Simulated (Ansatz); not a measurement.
Consider W₁₆S₃₃ (cell with a defect).

Input

```
crystal:
  lattice:
    - [6.375494673, 3.6808935657, 7.4744489262]
    - [-6.375494673, 3.6808935657, 7.4744489262]
    - [0.0, -7.3617871314, 7.4744489262]
  atoms:
    - { symbol: W, position: [0.0006774492, 0.2506774492, 0.7506774492] }
    - { symbol: W, position: [0.0006774492, 0.5006774492, 0.5006774492] }
    - { symbol: W, position: [0.0006774492, 0.7506774492, 0.2506774492] }
    - { symbol: W, position: [0.2506774492, 0.0006774492, 0.7506774492] }
    - { symbol: W, position: [0.0006774492, 0.0006774492, 0.0006774492] }
    - { symbol: W, position: [0.2506774492, 0.2506774492, 0.5006774492] }
    - { symbol: W, position: [0.2506774492, 0.5006774492, 0.2506774492] }
    - { symbol: W, position: [0.5006774492, 0.7506774492, 0.7506774492] }
    - { symbol: W, position: [0.2506774492, 0.7506774492, 0.0006774492] }
    - { symbol: W, position: [0.5006774492, 0.0006774492, 0.5006774492] }
    - { symbol: W, position: [0.5006774492, 0.2506774492, 0.2506774492] }
    - { symbol: W, position: [0.7506774492, 0.5006774492, 0.7506774492] }
    - { symbol: W, position: [0.5006774492, 0.5006774492, 0.0006774492] }
    - { symbol: W, position: [0.7506774492, 0.7506774492, 0.5006774492] }
    - { symbol: W, position: [0.7506774492, 0.0006774492, 0.2506774492] }
    - { symbol: W, position: [0.7506774492, 0.2506774492, 0.0006774492] }
    - { symbol: S, position: [0.4040742748, 0.6540742748, 0.1540742748] }
    - { symbol: S, position: [0.4040742748, 0.9040742748, 0.9040742748] }
    - { symbol: S, position: [0.4040742748, 0.1540742748, 0.6540742748] }
    - { symbol: S, position: [0.6540742748, 0.4040742748, 0.1540742748] }
    - { symbol: S, position: [0.4040742748, 0.4040742748, 0.4040742748] }
    - { symbol: S, position: [0.6540742748, 0.6540742748, 0.9040742748] }
    - { symbol: S, position: [0.6540742748, 0.9040742748, 0.6540742748] }
    - { symbol: S, position: [0.9040742748, 0.1540742748, 0.1540742748] }
    - { symbol: S, position: [0.6540742748, 0.1540742748, 0.4040742748] }
    - { symbol: S, position: [0.9040742748, 0.4040742748, 0.9040742748] }
    - { symbol: S, position: [0.9040742748, 0.6540742748, 0.6540742748] }
    - { symbol: S, position: [0.1540742748, 0.9040742748, 0.1540742748] }
    - { symbol: S, position: [0.9040742748, 0.9040742748, 0.4040742748] }
    - { symbol: S, position: [0.1540742748, 0.1540742748, 0.9040742748] }
    - { symbol: S, position: [0.1540742748, 0.4040742748, 0.6540742748] }
    - { symbol: S, position: [0.1540742748, 0.6540742748, 0.4040742748] }
    - { symbol: S, position: [0.263948276, 0.513948276, 0.013948276] }
    - { symbol: S, position: [0.263948276, 0.763948276, 0.763948276] }
    - { symbol: S, position: [0.263948276, 0.013948276, 0.513948276] }
    - { symbol: S, position: [0.513948276, 0.263948276, 0.013948276] }
    - { symbol: S, position: [0.263948276, 0.263948276, 0.263948276] }
    - { symbol: S, position: [0.513948276, 0.513948276, 0.763948276] }
    - { symbol: S, position: [0.513948276, 0.763948276, 0.513948276] }
    - { symbol: S, position: [0.763948276, 0.013948276, 0.013948276] }
    - { symbol: S, position: [0.513948276, 0.013948276, 0.263948276] }
    - { symbol: S, position: [0.763948276, 0.263948276, 0.763948276] }
    - { symbol: S, position: [0.763948276, 0.513948276, 0.513948276] }
    - { symbol: S, position: [0.013948276, 0.763948276, 0.013948276] }
    - { symbol: S, position: [0.763948276, 0.763948276, 0.263948276] }
    - { symbol: S, position: [0.013948276, 0.013948276, 0.763948276] }
    - { symbol: S, position: [0.013948276, 0.263948276, 0.513948276] }
    - { symbol: S, position: [0.013948276, 0.513948276, 0.263948276] }
    - { symbol: S, position: [0.125, 0.125, 0.21875] }
  host:
    lattice:
      - [1.5938736683, 0.9202233914, 7.4744489262]
      - [-1.5938736683, 0.9202233914, 7.4744489262]
      - [0.0, -1.8404467828, 7.4744489262]
    atoms:
      - { symbol: W, position: [0.0006774492, 0.0006774492, 0.0006774492] }
      - { symbol: S, position: [0.4040742748, 0.4040742748, 0.4040742748] }
      - { symbol: S, position: [0.263948276, 0.263948276, 0.263948276] }
basis:
  ecutwfc: 420
  xc_grid: 2
kpoints:
  mp_grid: { grid: [2, 2, 2], shift: [0.5, 0.5, 0.5] }
hamiltonian:
  xc: pbe
scf:
  occupations: { method: gaussian, width: 0.01 }
output:
  forces: true
  stress: false
  eigenvalues: true
  charged_corrections:
    defect_position: [0.125, 0.125, 0.21875]
    epsilon: [[11.5894, 0.0, 0.0], [0.0, 11.5894, 0.0], [0.0, 0.0, 3.2073]]
  write_density: true
  write_potential: true
  elf: true
  volumetric_format: npy
relax:
  adjacent_minimum: "off"
  f_tol: 0.025
  max_steps: 45
```

Launched as:

```sh
ansatz run input.yaml --threads 4 --pin off --max-ram 6144MiB --backend cpu --events-out ev --progress --plain --runs-dir out
```

The fields are those of the relaxed geometry.

Method: DFT PBE, scalar-relativistic, plane waves, PAW (Ansatz 0.2.0).

> What will maps of the valence pseudo-density and electron localisation function show?

S–S (1.94 Å): ρ at the midpoint is about 1.2 e/Å³; the ELF peaks at about 0.85 between the atoms, as expected for localised, covalent bonding.
W–S (2.40 Å): the density is about 0.64 e/Å³ at the midpoint; the ELF peaks at about 0.90 in the valence shell of S, 0.8 Å from its nucleus, and is about 0.45 at the midpoint.

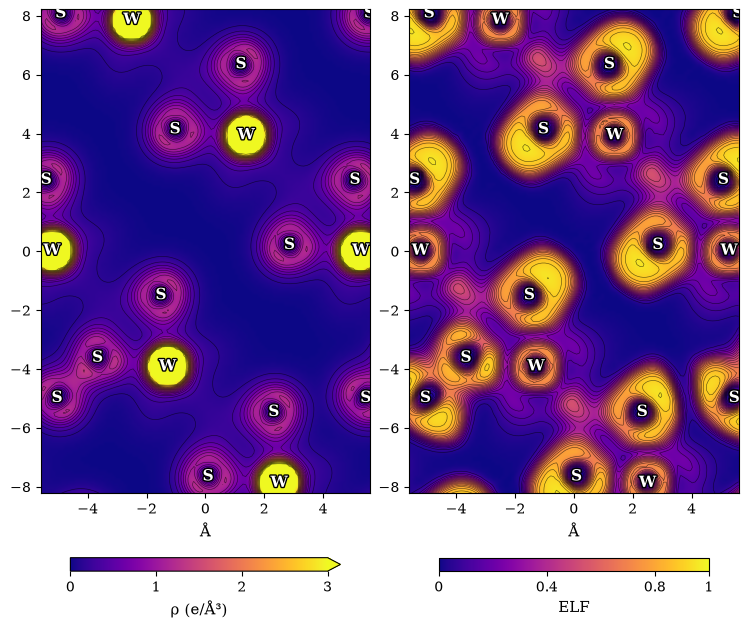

Computed valence pseudo-density and electron localisation function on the (11̄0) plane of the calculation cell, in this order. 

Core electrons are frozen (PAW), and the valence fields are smoothed inside the atomic spheres.
